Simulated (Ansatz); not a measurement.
```
CELL_PARAMETERS angstrom
2.51968 0.00000 0.00000
0.00000 2.51968 0.00000
0.00000 0.00000 24.12674
ATOMIC_POSITIONS crystal
Cu 0.50000 0.50000 0.35231
Cu 0.00000 0.00000 0.42615
Cu 0.50000 0.50000 0.50004
Cu 0.00000 0.00000 0.57409
Cu 0.50000 0.50000 0.64555
```

Computed without spin polarisation.

Theory: DFT PBEsol, scalar-relativistic, plane waves, PAW (Ansatz 0.2.0).

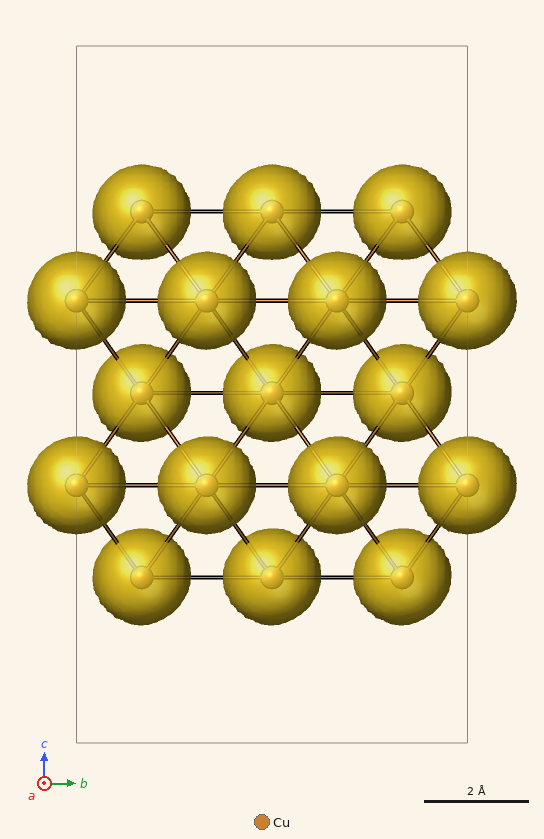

Cu (slab). Isosurface of the valence electron density at 0.5 e/Å³ (yellow), seen along the a axis. Sticks mark near contacts.

Question: What does this surface tell about the bonding?

Answer: At this value the density breaks into separate islands; it holds about 90 % of the electrons treated as valence (semicore included). It bridges none of the near contacts. It is pinched off along the sampled Cu–Cu (2.48 Å) and Cu–Cu (2.52 Å) contacts. On the grid the lowest density along these lines, outside the cores, is 0.31 e/Å³ (Cu–Cu, 2.48 Å) and 0.29 e/Å³ (Cu–Cu, 2.52 Å).

Question: Metal or insulator at this level of theory?

Answer: It is gapless in this calculation (a metal or semimetal).
